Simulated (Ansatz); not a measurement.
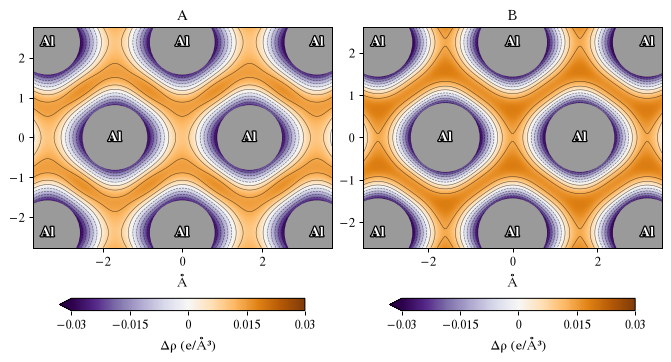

Al: deformation density on the (011) plane of the conventional cell at two volumes, with the same fractional coordinates and one colour scale. Grey discs cover the cores.

Space group Im-3m. This isn't the usual form at ambient conditions. The cell comes from a database of computed structures, not from a measurement.

Theory: DFT PBE, scalar-relativistic, plane waves, PAW (Ansatz 0.2.0).

Which panel is the larger cell, by how much, and what changes?

A is the larger cell: A has 120 % of the volume of B.
- From B to A, Al–Al goes from 2.76 to 2.93 Å, and Δρ at its midpoint stays at +0.016 e/Å³.
- The pressure is 3.9 GPa in B and −6.7 GPa in A.
- The rearranged charge is 0.13 e an atom in B and 0.13 e in A.

Run times: 8.5 s (base cell) and 6.1 s (scaled cell), on 2 threads of Arm Neoverse N1, with other jobs on the host.
